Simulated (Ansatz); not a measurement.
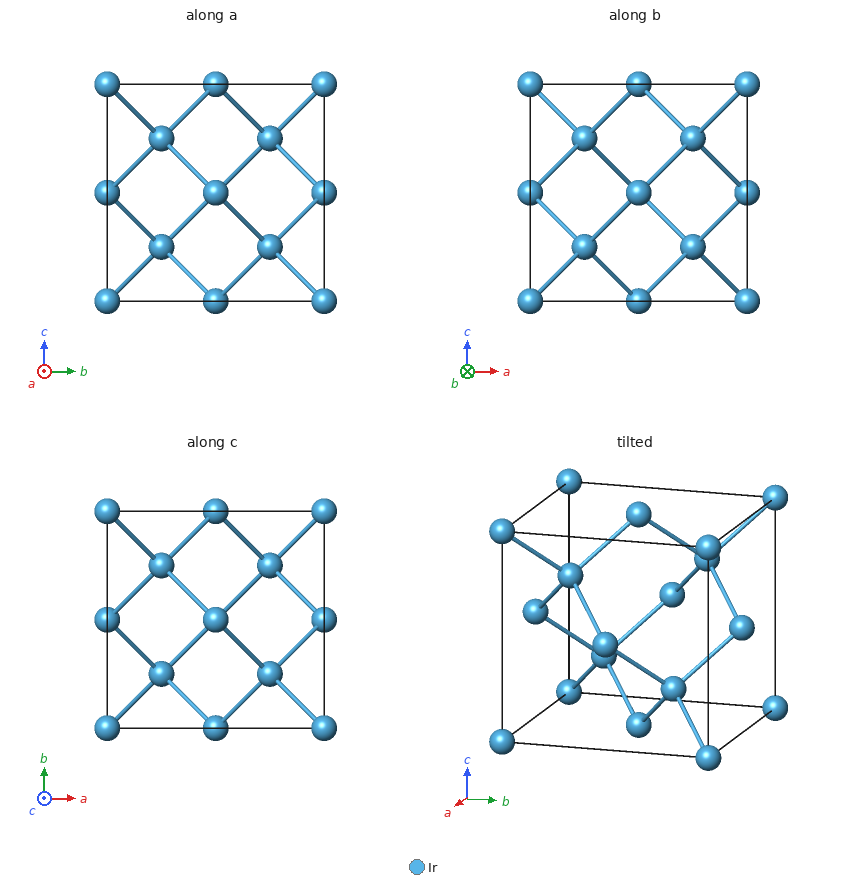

This ball-and-stick model is shown along the a axis, along the b axis, along the c axis and slightly off an axis. The conventional unit cell is outlined; an atom on or near a face, edge or corner is repeated at each equivalent position.

Lattice parameters: a = 5.5051 Å, b = 5.5051 Å, c = 5.5051 Å, α = 90.000°, β = 90.000°, γ = 90.000°.

> Give the structure in the form of a CIF in P1 with every atom of the cell.

```cif
data_structure
_symmetry_space_group_name_H-M 'P 1'
_symmetry_Int_Tables_number 1
_cell_length_a 5.5051
_cell_length_b 5.5051
_cell_length_c 5.5051
_cell_angle_alpha 90.000
_cell_angle_beta 90.000
_cell_angle_gamma 90.000
_cell_volume 166.84
loop_
_atom_site_label
_atom_site_type_symbol
_atom_site_fract_x
_atom_site_fract_y
_atom_site_fract_z
_atom_site_occupancy
Ir1 Ir 0.0000 0.0000 0.0000 1
Ir2 Ir 0.2500 0.7500 0.7500 1
Ir3 Ir 0.0000 0.5000 0.5000 1
Ir4 Ir 0.2500 0.2500 0.2500 1
Ir5 Ir 0.5000 0.0000 0.5000 1
Ir6 Ir 0.7500 0.7500 0.2500 1
Ir7 Ir 0.5000 0.5000 0.0000 1
Ir8 Ir 0.7500 0.2500 0.7500 1
```

The model was built from a structure type filled with this element by a generator (whether the element takes this form wasn't checked). Cell shown after relaxation with DFT PBEsol, scalar-relativistic, plane waves, PAW (Ansatz 0.2.0).
